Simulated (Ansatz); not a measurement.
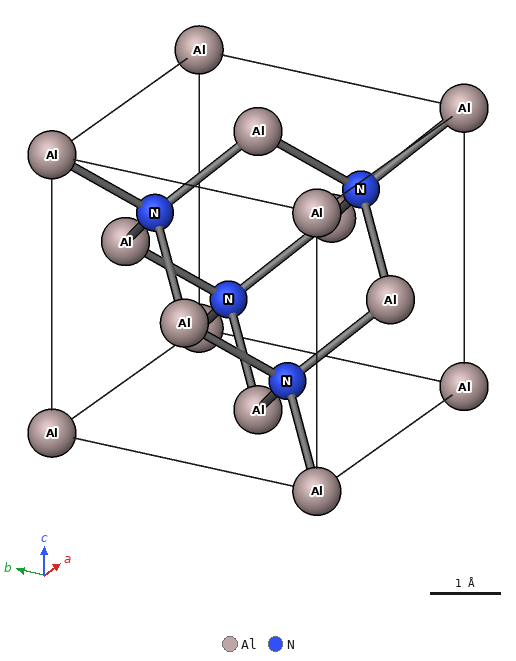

Lattice vibrations of solid AlN relaxed at 9 GPa, at the zone centre. Style: ball-and-stick. Shown: the conventional cell (4 times the calculation's cell), from a free direction. Lengths and directions refer to the drawn axes.

All numbers below come from DFT PBE, scalar-relativistic, plane waves, PAW (Ansatz). Settings: plane-wave cutoff 420 eV; k-point mesh 10 × 10 × 10; occupations fixed; target pressure 9 GPa; no spin polarisation.

Frequencies are those without the non-analytic (LO–TO) term.

### Which optical modes does it have, at what frequencies, and is it stable there?

The calculation's cell holds 2 atoms, so there are 3 optical modes, in 1 level. The optical modes span T₂. No level is unstable.

| level | symmetry | frequency (cm⁻¹) | activity |
| --- | --- | --- | --- |
| 1 | T₂ | 675 | infrared- and Raman-active |

The modes drawn as arrows (one member of each degenerate set):

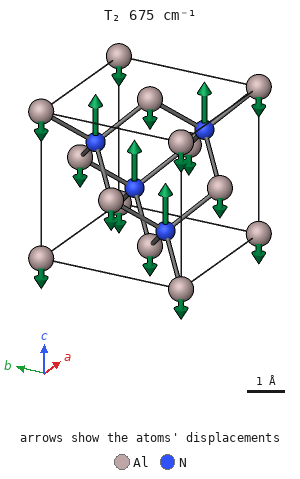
